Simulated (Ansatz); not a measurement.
# Band-structure calculation, with input and output: Ga2O3 (part 1 of 2)

- system: Ga2O3 (R-3c, 10 atoms in the cell)
- method: DFT PBE, spin-orbit coupling, plane waves, PAW (Ansatz 0.2.0)

The structure derives from an entry of the Crystallography Open Database. Figures and captions count atoms from 1; the log counts them from 0 in places.

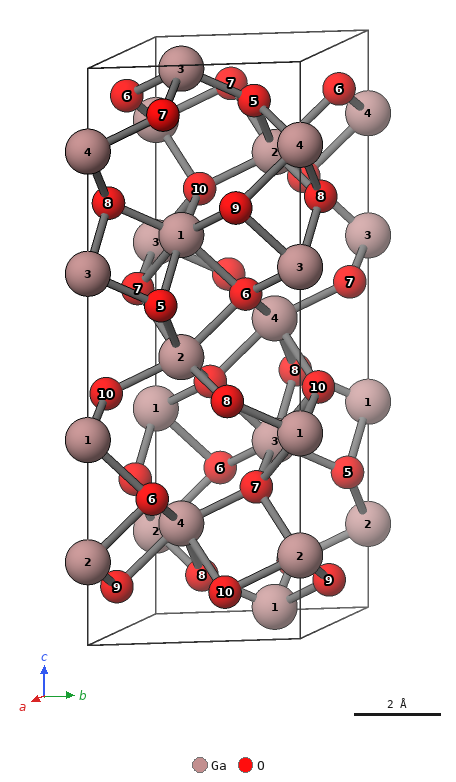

The structure as given in the input (ball-and-stick view of the cell 3 times as large as that of the calculation, set on its symmetry axes, seen slightly off an axis; atoms are numbered from 1 in the order of the input). Near neighbours in the crystal (not all of them lie inside the picture): Ga has 6 O at 1.95 to 2.11 Å; O has 4 Ga at 1.95 to 2.11 Å.

**The input**
```yaml
crystal:
  lattice:
    - [2.528721336, 1.459957944, 4.5410699527]
    - [-2.528721336, 1.459957944, 4.5410699527]
    - [0.0, -2.919915888, 4.5410699527]
  atoms:
    - { symbol: Ga, position: [0.3558685514, 0.3558685514, 0.3558685514] }
    - { symbol: Ga, position: [0.1441314486, 0.1441314486, 0.1441314486] }
    - { symbol: Ga, position: [0.6441314486, 0.6441314486, 0.6441314486] }
    - { symbol: Ga, position: [0.8558685514, 0.8558685514, 0.8558685514] }
    - { symbol: O, position: [0.5531736383, 0.9468263617, 0.25] }
    - { symbol: O, position: [0.25, 0.5531736383, 0.9468263617] }
    - { symbol: O, position: [0.9468263617, 0.25, 0.5531736383] }
    - { symbol: O, position: [0.4468263617, 0.0531736383, 0.75] }
    - { symbol: O, position: [0.75, 0.4468263617, 0.0531736383] }
    - { symbol: O, position: [0.0531736383, 0.75, 0.4468263617] }
basis:
  ecutwfc: 420
kpoints:
  mp_grid: { grid: [9, 9, 9] }
  band_path:
    path:
      - [[0.0, 0.0, 0.0], [0.5, 0.5, 0.5], [0.76442479, 0.23557521, 0.5]]
      - [[0.5, -0.23557521, 0.23557521], [0.5, 0.0, 0.0], [0.0, 0.0, 0.0], [0.3677876, -0.3677876, 0.0]]
      - [[0.6322124, 0.0, 0.3677876], [0.5, 0.0, 0.5], [0.0, 0.0, 0.0]]
    npoints: 10
hamiltonian:
  xc: pbe
scf:
  occupations: { method: gaussian, width: 0.02 }
output:
  forces: true
  stress: true
  eigenvalues: true
  populations: true
  dos: { projected: true, de: 0.02 }
  bader: false
  write_density: true
  write_potential: true
  elf: true
  volumetric_format: npy
magnetization:
  noncollinear: true
  spin_orbit: true
```

Machine: 4 threads of Arm Neoverse V1, 24 GiB of memory available, shared host.

Run as:
```bash
ansatz run input.yaml --threads 4 --pin off --max-ram 10240MiB --backend cpu --events-out ev --progress --plain --runs-dir out
```

**What the program printed**
```
Engine: ansatz 0.2.0, aarch64-unknown-linux-gnu
Pseudopotentials: kind: paw_fr
Pseudopotential: Ga, paw_fr, valence charge 13, recommended cutoff 420 eV (normal), Ga.paw.azcp#standard-fr
Pseudopotential: O, paw_fr, valence charge 6, recommended cutoff 420 eV (normal), O.paw.azcp#standard-fr
Functional definition: PBE
  parameter kappa = 0.804
  parameter beta = 0.06672455060314922
  exchange = pbe_x(kappa = kappa, mu = beta*pi^2/3)
  correlation = pbe_c(beta = beta)
non-collinear run that drives no moment, with spin-orbit: no starting moment large enough to seed its density (crystal.atoms[].spin), no starting occupations that ask for one, no magnetisation constraint and no magnetic field, so the semilocal B_xc is pinned to zero
Crystal: 10 atoms, lattice volume = 100.589 Å³
Basis set: ecut = 420 eV, 1929 PW (Γ), exchange–correlation on 80×80×80 points (8 copies of the dense FFT grid, shifted against one another)
Bands: 108, of which v1, the nominal top of the filled ones, is band 88 counted from 1 (87 counted from 0)
Symmetry: 12 space group operations + 12 with time reversal
Magnetic group: BNS 167.104 (UNI 1334), of the structure as read, at distance tolerance 4.7e-5 Å
k-points: 85 of 729
Projection manifold: j_resolved (fully-relativistic pseudo-atomic orbitals)
Non-local potential: Ga, projectors of the file, l = 0: 2, l = 1: 4, l = 2: 6, l = 3: 2
Non-local potential: O, projectors of the file, l = 0: 2, l = 1: 4, l = 2: 2
PAW form: soft (Blöchl's): semilocal exchange-correlation on the pseudo side does not see the compensation charge
PAW one-centre angular grid: Ga, 590 points (default); XC on 64 Gauss nodes
PAW one-centre angular grid: O, 110 points (default); XC on 64 Gauss nodes
Initial density: superposition of atomic densities (chi_scale 0.1, normalization cell, long waves kept (reshape's long-wave potential 0.01 eV rms))
Initial wavefunctions: pseudopotential atomic-orbital guess
Functional: x = pbe(κ = 0.804, μ = 0.2195149727645171), c = pbe(β = 0.06672455060314922)
SCF iter   1: F=—  HF=-18542.129420 eV  |F-HF|=—  |Δ(HF+E_count)|=         —  Δρ=1.11e-1  dr2=5.54e0  dr2_m=0.00e0 (ungated)  ethr=3.10e-3  |M|=0.00e0 ∫|m|=0.00e0 μB  |m|>n=0.0e0 m-floor=0.0e0 τ_xc=0.0e0  β_m=0.30  ⟨swp⟩=5.8  Hψ=20032  notcnv=0  defer=66
preconditioner: auto → Resta (q_TF=auto, 2.668 Å⁻¹)  ε∞=4.4  [insulator: Δε(μ)=2.723 eV  Ē_g=18.817 eV  σ=0.020 eV  W_gap=1.00  n_scr=26 (ndim 8)  ℏωp=34.7 eV  f_vac=0.000  D(μ)=0.00/eV (n_scr^D=0)  ε∞_Penn≈4.4]
spin=Noncollinear: Resta preconditioning applied to the charge; magnetization (m_x, m_y, m_z) channels mix plain (no charge-response kernel on spin).
SCF iter   2: F=—  HF=-18540.965306 eV  |F-HF|=—  |Δ(HF+E_count)|=    1.16e0  Δρ=7.27e-2  dr2=2.34e0  dr2_m=0.00e0 (ungated)  ethr=3.10e-3  |M|=0.00e0 ∫|m|=0.00e0 μB  |m|>n=0.0e0 m-floor=0.0e0 τ_xc=0.0e0  β_m=0.55  ⟨swp⟩=3.0  Hψ=8366  notcnv=0  defer=1086
SCF iter   3: F=—  HF=-18540.148338 eV  |F-HF|=—  |Δ(HF+E_count)|=   8.17e-1  Δρ=1.58e-2  dr2=1.49e-1  dr2_m=0.00e0 (ungated)  ethr=2.66e-3  |M|=0.00e0 ∫|m|=0.00e0 μB  |m|>n=0.0e0 m-floor=0.0e0 τ_xc=0.0e0  β_m=0.59  ⟨swp⟩=2.7  Hψ=7405  notcnv=0  defer=1086
SCF iter   4: F=—  HF=-18540.125925 eV  |F-HF|=—  |Δ(HF+E_count)|=   2.24e-2  Δρ=3.96e-3  dr2=1.42e-2  dr2_m=0.00e0 (ungated)  ethr=1.69e-4  |M|=0.00e0 ∫|m|=0.00e0 μB  |m|>n=0.0e0 m-floor=0.0e0 τ_xc=0.0e0  β_m=0.74  ⟨swp⟩=2.0  Hψ=7584  notcnv=0  defer=1086
SCF iter   5: F=—  HF=-18540.136879 eV  |F-HF|=—  |Δ(HF+E_count)|=   1.10e-2  Δρ=2.15e-3  dr2=3.71e-3  dr2_m=0.00e0 (ungated)  ethr=1.61e-5  |M|=0.00e0 ∫|m|=0.00e0 μB  |m|>n=0.0e0 m-floor=0.0e0 τ_xc=0.0e0  β_m=0.78  ⟨swp⟩=2.0  Hψ=7865  notcnv=0  defer=1086
SCF iter   6: F=—  HF=-18540.138085 eV  |F-HF|=—  |Δ(HF+E_count)|=   1.21e-3  Δρ=3.41e-4  dr2=1.21e-4  dr2_m=0.00e0 (ungated)  ethr=4.22e-6  |M|=0.00e0 ∫|m|=0.00e0 μB  |m|>n=0.0e0 m-floor=0.0e0 τ_xc=0.0e0  β_m=0.89  ⟨swp⟩=2.0  Hψ=7616  notcnv=0  defer=1086
SCF iter   7: F=—  HF=-18540.138308 eV  |F-HF|=—  |Δ(HF+E_count)|=   2.23e-4  Δρ=6.73e-5  dr2=5.29e-6  dr2_m=0.00e0 (ungated)  ethr=1.38e-7  |M|=0.00e0 ∫|m|=0.00e0 μB  |m|>n=0.0e0 m-floor=0.0e0 τ_xc=0.0e0  β_m=0.95  ⟨swp⟩=2.0  Hψ=7787  notcnv=0  defer=1086
SCF iter   8: F=—  HF=-18540.138311 eV  |F-HF|=—  |Δ(HF+E_count)|=   2.44e-6  Δρ=2.00e-5  dr2=4.38e-7  dr2_m=0.00e0 (ungated)  ethr=6.01e-9  |M|=0.00e0 ∫|m|=0.00e0 μB  |m|>n=0.0e0 m-floor=0.0e0 τ_xc=0.0e0  β_m=0.97  ⟨swp⟩=2.0  Hψ=8284  notcnv=0  defer=1086
SCF iter   9: F=-18540.138312 eV  HF=-18540.138312 eV  |F-HF|=1.26e-8  |Δ(HF+E_count)|=   5.77e-7  Δρ=3.55e-6  dr2=1.31e-8  dr2_m=0.00e0 (ungated)  ethr=1.14e-10  |M|=0.00e0 ∫|m|=0.00e0 μB  |m|>n=0.0e0 m-floor=0.0e0 τ_xc=0.0e0  ⟨swp⟩=15.3  Hψ=35935  notcnv=0
SCF 1 converged in 9 iterations: F = -18540.138312 eV  dr2 = 1.31e-8
  greatest PAW one-centre occupation: 0.997 electrons in one spin orbital (limit 2), on the Ga atom at site 1 (counted from 0), in its partial waves of l = 2
NSCF: frozen V_eff on 73 k-points
SCF converged after 9 iterations
Magnetization: |M| = 0.0000 μB,  M = (+0.0000, +0.0000, +0.0000) μB
Absolute magnetization: 0.0000 μB (∫|m|)
  site 0: m = (+0.0000, +0.0000, +0.0000) μB, |m| = 0.0000 μB  (R = 0.80 Å)
  site 1: m = (+0.0000, +0.0000, +0.0000) μB, |m| = 0.0000 μB  (R = 0.80 Å)
  site 2: m = (+0.0000, +0.0000, +0.0000) μB, |m| = 0.0000 μB  (R = 0.80 Å)
  site 3: m = (+0.0000, +0.0000, +0.0000) μB, |m| = 0.0000 μB  (R = 0.80 Å)
  site 4: m = (+0.0000, +0.0000, +0.0000) μB, |m| = 0.0000 μB  (R = 0.80 Å)
  site 5: m = (+0.0000, +0.0000, +0.0000) μB, |m| = 0.0000 μB  (R = 0.80 Å)
  site 6: m = (+0.0000, +0.0000, +0.0000) μB, |m| = 0.0000 μB  (R = 0.80 Å)
  site 7: m = (+0.0000, +0.0000, +0.0000) μB, |m| = 0.0000 μB  (R = 0.80 Å)
  site 8: m = (+0.0000, +0.0000, +0.0000) μB, |m| = 0.0000 μB  (R = 0.80 Å)
  site 9: m = (+0.0000, +0.0000, +0.0000) μB, |m| = 0.0000 μB  (R = 0.80 Å)
Free energy (F): -18540.138312 eV
Harris-Foulkes:  -18540.138312 eV  (|F-HF|=1.26e-8)
Internal energy: -18540.138312 eV  (E = F + TS)
E sigma→0 (E₀):  -18540.138312 eV
Fermi energy:    9.791381 eV
--- Per-component energies (eV) ---
  E_band       = -38.766456
  E_kinetic    = 1517.134124
  E_local      = -8662.774001  (includes V_loc(G=0)·N_el)
  E_nonlocal   = 2023.184972
  E_hartree    = 3901.881647
  E_xc         = -711.215142
  E_vxc        = -788.870375  (∫ρ·V_xc dr)
  E_paw        = -8947.026580  (= ΣΔE_a)
  E_vpaw       = -1931.219144  (= ΣTr[D̂ρ^β])
  E_aug_tail   = 0.014255  (compensation charges beyond the density's cutoff)
  E_ewald      = -7661.337587
  E_smearing   = -0.000000  (= −TS)
  E_closure    = -0.000000  (closes the sum)
  Σ components = -18540.138312   (vs F -18540.138312, Δ=0.00e0)
--- Forces (eV/Å), atoms counted from 1 ---
  atom   1  Ga    -0.00000000    -0.00000000    -0.00428468
  atom   2  Ga    -0.00000000     0.00000000     0.00428468
  atom   3  Ga     0.00000000     0.00000000     0.00428468
  atom   4  Ga     0.00000000    -0.00000000    -0.00428468
  atom   5  O     -0.00415976     0.00000000     0.00000000
  atom   6  O      0.00207988    -0.00360246     0.00000000
  atom   7  O      0.00207988     0.00360246    -0.00000000
  atom   8  O      0.00415976     0.00000000     0.00000000
  atom   9  O     -0.00207988     0.00360246    -0.00000000
  atom  10  O     -0.00207988    -0.00360246     0.00000000
  max |Σ_I F_I| component: 1.13e-17 eV/Å
--- Stress (GPa, compression-positive) ---
        0.026210       0.000000      -0.000000
        0.000000       0.026210       0.000000
       -0.000000       0.000000      -0.005277
  P = ⅓ Tr σ = 0.0157 GPa (0.157 kbar)
--- Band table (eV; the first three rows and the last of 85) ---
  k-point 0: bands = ["-10.0737", "-10.0737", "-8.2361", "-8.2361", "-8.2353", "-8.2353", "-8.1992", "-8.1992", "-8.1853", "-8.1853", "-8.1838", "-8.1838", "-4.3401", "-4.3401", "-4.2570", "-4.2570", "-4.2446", "-4.2446", "-4.2329", "-4.2329", "-4.1656", "-4.1656", "-3.9954", "-3.9954", "-3.9589", "-3.9589", "-3.9190", "-3.9190", "-3.9175", "-3.9175", "-3.8371", "-3.8371", "-3.7772", "-3.7772", "-3.7625", "-3.7625", "-3.7490", "-3.7490", "-3.7288", "-3.7288", "-3.6796", "-3.6796", "-3.6038", "-3.6038", "-3.5162", "-3.5162", "-3.4202", "-3.4202", "-2.9736", "-2.9736", "-2.9356", "-2.9356", "1.5910", "1.5910", "2.2746", "2.2746", "3.5370", "3.5370", "3.5734", "3.5734", "4.5452", "4.5452", "4.7382", "4.7382", "5.1665", "5.1665", "5.1799", "5.1799", "5.4723", "5.4723", "7.5885", "7.5885", "7.6130", "7.6130", "8.0824", "8.0824", "8.0876", "8.0876", "8.2728", "8.2728", "8.2849", "8.2849", "8.2874", "8.2874", "8.3629", "8.3629", "8.3710", "8.3710", "10.9990", "10.9990", "14.9152", "14.9152", "15.1693", "15.1693", "17.1155", "17.1155", "18.3789", "18.3789", "18.4461", "18.4461", "18.5330", "18.5330", "19.3030", "19.3030", "19.4356", "19.4356", "19.5646", "19.5646"]
```
